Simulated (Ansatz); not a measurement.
Cd: several calculations on one system

## 1. Relaxation

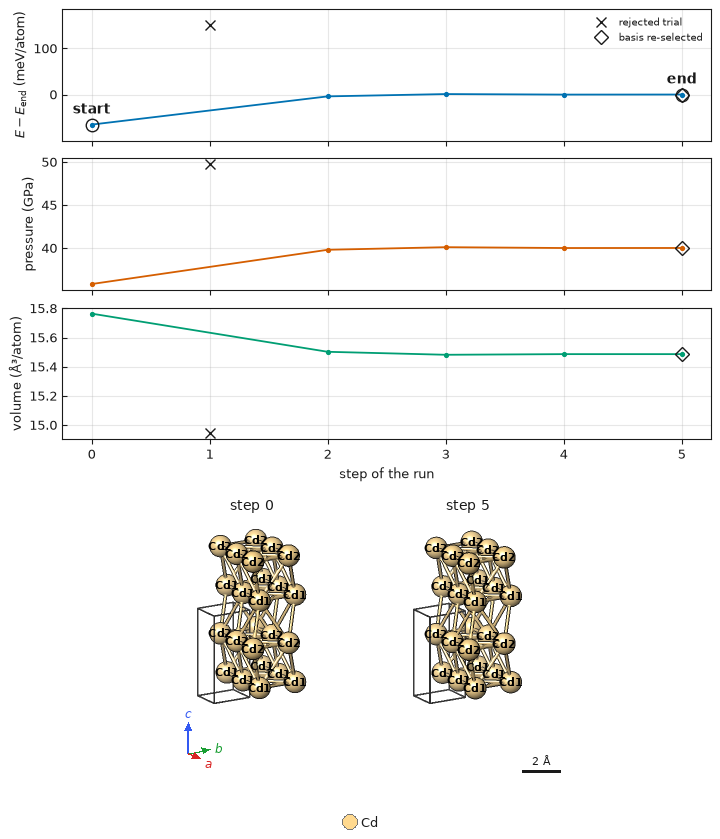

First and last geometry of a relaxation of a crystal of Cd (set up in P6_3/mmc), with the history of the run. The picture is a ball-and-stick view of the cell of the calculation, repeated 3 × 2 × 2 with one cell outlined, seen slightly off an axis.

Case: relaxed at 40 GPa.

Theory: DFT PBEsol, scalar-relativistic, plane waves, PAW in Ansatz 0.2.0.

Input
```yaml
crystal:
  lattice:
    - [2.7951596923, 0.0, 0.0]
    - [-1.3975798461, 2.4206793011, 0.0]
    - [0.0, 0.0, 4.6596109348]
  atoms:
    - { symbol: Cd, position: [0.3333333333, 0.6666666667, 0.25] }
    - { symbol: Cd, position: [0.6666666667, 0.3333333333, 0.75] }
basis:
  ecutwfc: 420
kpoints:
  mp_grid: { grid: [18, 18, 10] }
hamiltonian:
  xc: pbesol
scf:
  occupations: { method: gaussian, width: 0.1 }
output:
  forces: true
  stress: true
  eigenvalues: true
relax:
  adjacent_minimum: "off"
  f_tol: 0.008
  max_steps: 50
  cell: { stress_tol: 0.08, p_target: 40.0 }
```

Command:
```bash
ansatz run input.yaml --threads 1 --pin off --max-ram 2560MiB --backend cpu --events-out ev --progress --plain --runs-dir out
```

Question: What do the curves and the structures tell?

Answer: It converged. The energy rises by 65.3 meV per atom in 3 accepted moves (5 points after the start). With the target pressure of 40 GPa, the enthalpy E + pV changes by −4.1 meV per atom. All forces vanish by symmetry, so only the cell relaxes. Pressure: 35.82 GPa at the start and 40.01 GPa at the end. The line search rejected the trial step at point 1 of the run. At 1 point the geometry stayed and the basis and grid were re-selected for the new cell (energy shift of 0.1 meV per atom at most each time). The atoms keep their places relative to the cell (all moves are under 0.005 Å). The drawn cell changes as follows: a = b 2.795 → 2.788 Å (−0.3 %), c 4.660 → 4.602 Å (−1.2 %); the volume changes by −1.8 %. Near-neighbour distances that change, for instance: Cd1–Cd2 2.834 → 2.808 Å, Cd1–Cd1 2.795 → 2.788 Å. The space group stays P6_3/mmc (No. 194).

```json
{"step": "0", "E − E(0), meV/atom": "0.00", "pressure, GPa": "35.82", "volume, Å³/atom": "15.764", "note": ""}
{"step": "1", "E − E(0), meV/atom": "216.77", "pressure, GPa": "49.75", "volume, Å³/atom": "14.942", "note": "rejected"}
{"step": "2", "E − E(0), meV/atom": "61.26", "pressure, GPa": "39.80", "volume, Å³/atom": "15.502", "note": ""}
{"step": "3", "E − E(0), meV/atom": "66.27", "pressure, GPa": "40.10", "volume, Å³/atom": "15.482", "note": ""}
{"step": "4", "E − E(0), meV/atom": "65.14", "pressure, GPa": "40.00", "volume, Å³/atom": "15.486", "note": ""}
{"step": "5", "E − E(0), meV/atom": "65.27", "pressure, GPa": "40.01", "volume, Å³/atom": "15.486", "note": "same geometry, new basis"}
```

## 2. Relaxation

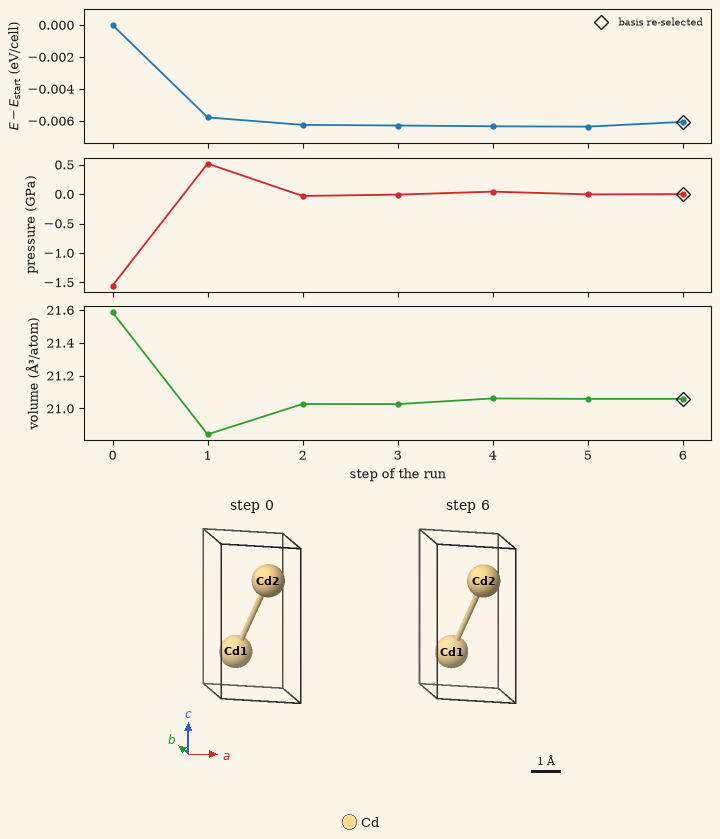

First and last geometry of a relaxation of solid Cd (set up in P6_3/mmc), with the history of the run. Style: ball-and-stick. Shown: the cell of the calculation, slightly off an axis.

Level of theory: DFT PBEsol, scalar-relativistic, plane waves, PAW in Ansatz 0.2.0.

The input:
```yaml
crystal:
  lattice:
    - [2.9788725081, 0.0, 0.0]
    - [-1.489436254, 2.5797792666, 0.0]
    - [0.0, 0.0, 5.61765]
  atoms:
    - { symbol: Cd, position: [0.3333333333, 0.6666666667, 0.25] }
    - { symbol: Cd, position: [0.6666666667, 0.3333333333, 0.75] }
basis:
  ecutwfc: 420
kpoints:
  mp_grid: { grid: [18, 18, 8] }
hamiltonian:
  xc: pbesol
scf:
  occupations: { method: gaussian, width: 0.1 }
output:
  forces: true
  stress: true
  eigenvalues: true
relax:
  adjacent_minimum: "off"
  f_tol: 0.005
  max_steps: 80
  cell: { stress_tol: 0.05 }
```

Run as
```bash
ansatz run input.yaml --threads 1 --pin off --max-ram 2560MiB --backend cpu --events-out ev --progress --plain --runs-dir out
```

Read the history and describe the run.

It converged. The atoms keep their places relative to the cell (all moves are under 0.005 Å). The volume changes by −2.4 %, with a = b 2.979 → 2.944 Å (−1.2 %), c 5.618 → 5.610 Å (−0.1 %). Some distances before and after: Cd1–Cd1 2.979 → 2.944 Å, Cd1–Cd2 3.294 → 3.280 Å. The space group stays P6_3/mmc (No. 194). The energy falls by 6.1 meV per cell of the calculation in 5 accepted moves (6 points after the start). All forces vanish by symmetry, so only the cell relaxes. The pressure goes from −1.55 to 0.00 GPa. At 1 point the geometry stayed and the basis and grid were re-selected for the new cell (energy shift of 0.3 meV per cell of the calculation at most each time).

```json
{"step": "0", "E − E(0), meV/atom": "0.00", "pressure, GPa": "-1.55", "volume, Å³/atom": "21.585", "note": ""}
{"step": "1", "E − E(0), meV/atom": "-2.89", "pressure, GPa": "0.52", "volume, Å³/atom": "20.842", "note": ""}
{"step": "2", "E − E(0), meV/atom": "-3.13", "pressure, GPa": "-0.03", "volume, Å³/atom": "21.027", "note": ""}
{"step": "3", "E − E(0), meV/atom": "-3.14", "pressure, GPa": "-0.01", "volume, Å³/atom": "21.027", "note": ""}
{"step": "4", "E − E(0), meV/atom": "-3.17", "pressure, GPa": "0.04", "volume, Å³/atom": "21.061", "note": ""}
{"step": "5", "E − E(0), meV/atom": "-3.18", "pressure, GPa": "0.00", "volume, Å³/atom": "21.058", "note": ""}
{"step": "6", "E − E(0), meV/atom": "-3.03", "pressure, GPa": "0.00", "volume, Å³/atom": "21.058", "note": "same geometry, new basis"}
```

## 3. A change

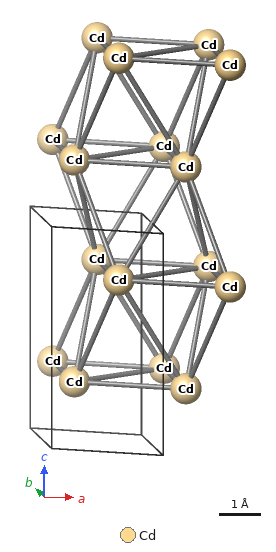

Reference structure: crystalline Cd (set up in P6_3/mmc). Style: ball-and-stick. Shown: the cell of the calculation, repeated 2 × 2 × 2 with one cell outlined, slightly off an axis.

The calculation used DFT PBEsol, scalar-relativistic, plane waves, PAW in Ansatz 0.2.0. Set-up: plane-wave cutoff 420 eV; k-point mesh 18 × 18 × 8; occupations gaussian; smearing width 0.1 eV; no spin polarisation.

Now this is done to it. The crystal is put under a hydrostatic pressure of 20 GPa. Cell and atoms are relaxed at that pressure.

### Predict the response.

The energy rises by 194 meV per atom. The pressure goes from 0.0 to 20.0 GPa. The volume changes by −18.9 %, with a = b 2.944 → 2.871 Å (−2.5 %), c 5.610 → 4.786 Å (−14.7 %). The atoms keep their places relative to the cell (all moves are under 0.005 Å). Some distances before and after: Cd–Cd 3.280 → 2.911 Å, Cd–Cd 2.944 → 2.871 Å. The space group stays P6_3/mmc (No. 194).

Drawn alike, the variant:

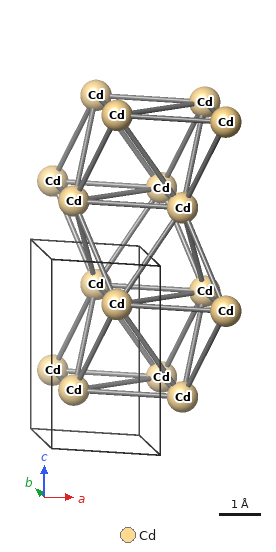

## 4. Series

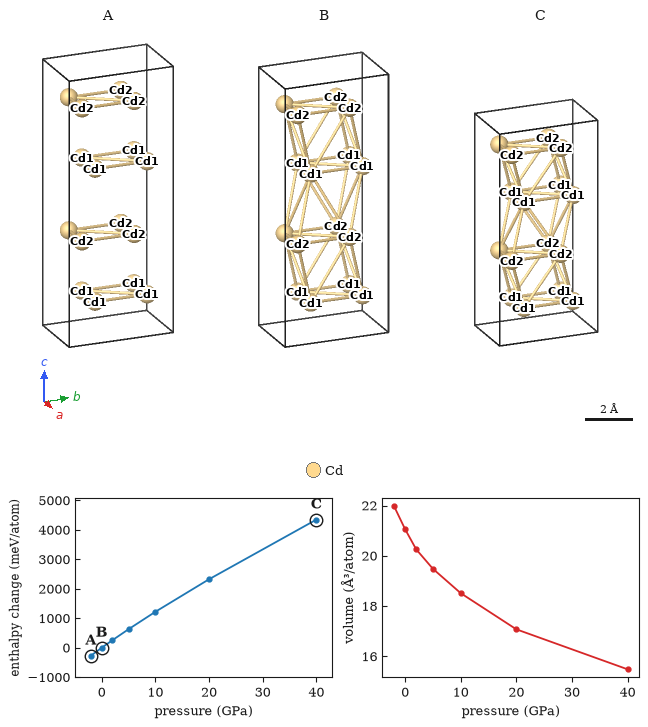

Members of a series of calculations on a crystal of Cd (set up in P6_3/mmc), marked on the first curve. A ball-and-stick model of the cell of the calculation, repeated to show the pattern, seen slightly off an axis.

Level of theory: Ansatz, DFT PBEsol, scalar-relativistic, plane waves, PAW. Set-up: plane-wave cutoff 420 eV; occupations gaussian; smearing width 0.1 eV; no spin polarisation. The k-mesh is chosen for each cell (18×18×8, 18×18×10).

Describe the series.

Answer. The structure is relaxed at several pressures. A (pressure −2.0 GPa): enthalpy change −268 meV/atom, volume 21.98 Å³ per atom. B (pressure 0.0 GPa): enthalpy change 0.0 meV/atom, volume 21.06 Å³ per atom. C (pressure 40.0 GPa): enthalpy change 4350 meV/atom, volume 15.49 Å³ per atom. The rest compares A with C. The volume changes by −29.5 %, with a = b 5.926 → 5.575 Å (−5.9 %), c 11.565 → 9.205 Å (−20.4 %). Among the bonded contacts that change: Cd–Cd 3.359 → 2.808 Å, Cd–Cd 2.963 → 2.788 Å.
